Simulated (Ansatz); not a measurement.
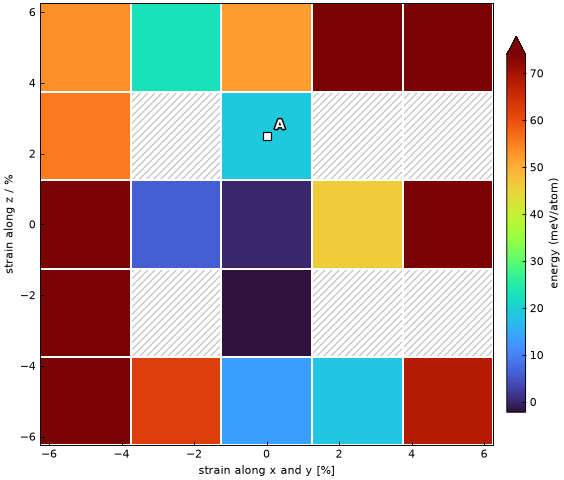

Nb (Im-3m, No. 229; 1 atom in the cell). The cell is strained homogeneously, by one strain along x and y and another along z, with fractional coordinates fixed (x, y and z along the cube axes). First axis: strain along x and y. Second axis: strain along z. The scan uses a 5 × 5 grid. At 6 points there is no value. Energies are in meV/atom, from the unstrained cell. The reference cell is the one listed in the database, not relaxed at this level. Theory: DFT r2SCAN, scalar-relativistic, plane waves, PAW in Ansatz. Settings: cutoff 500 eV, k-mesh 20×20×20, gaussian smearing 0.15 eV, no spin polarisation.

The picture shows one coloured cell a grid point, one colour for all values above the top of the scale, hatched blanks where no value was computed, the point A.

Q: Is A at rest? If not, where is it pushed?

A: A, at strain along x and y = 0.0 %, strain along z = 2.5 %, is not a stationary point. The computed force is 16 meV/atom for each 1 % towards smaller values of strain along x and y and 10 meV/atom for each 1 % towards smaller values of strain along z.
